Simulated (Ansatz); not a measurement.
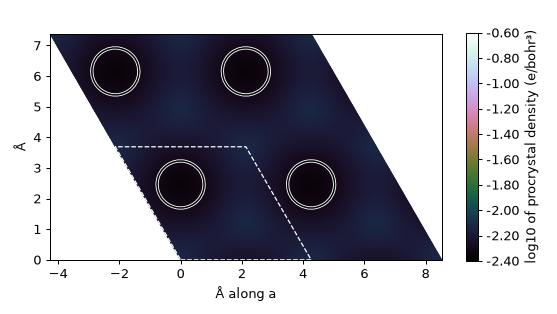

Procrystal electron density of Sr (P6_3/mmc), computed on the section z = 0.625 (parallel to a and b; the dashed line is one cell). It is the sum of the densities of spherically averaged neutral Hartree-Fock atoms, not a self-consistent density. The black line is the 0.005 e/bohr³ contour that bounds the voids. From Rb on the atoms have core potentials, so only their outer electrons count. The usual level for crystal voids is 0.002 e/bohr³; this crystal has almost no region below it, so a higher level is used, which marks the interstitial space of lowest density.

The cell is taken from the geometry relaxed with DFT PBE, scalar-relativistic, plane waves, PAW (Ansatz).

```
CELL_PARAMETERS angstrom
4.26272 0.00000 0.00000
-2.13136 3.69162 0.00000
0.00000 0.00000 13.97665
ATOMIC_POSITIONS crystal
Sr 0.00000 0.00000 0.00000
Sr 0.33333 0.66667 0.25000
Sr 0.00000 0.00000 0.50000
Sr 0.66667 0.33333 0.75000
```

What share of the cell is void by this measure?

Answer. The voids take about 3.3 % of the cell (7.4 Å³ of 219.9 Å³) and are bounded by about 29 Å² of surface per cell.

What shape does the empty space take in three dimensions?

Answer. They are isolated pockets that do not connect across cells.

How low does the density fall, and where?

Answer. To about 0.0044 e/bohr³ near 0.33, 0.67, 0.62 (fractional), 3.0 Å from the nearest nucleus.

At what density do the voids first join through the crystal?

Answer. At about 0.0059 e/bohr³, as a three-dimensional network.
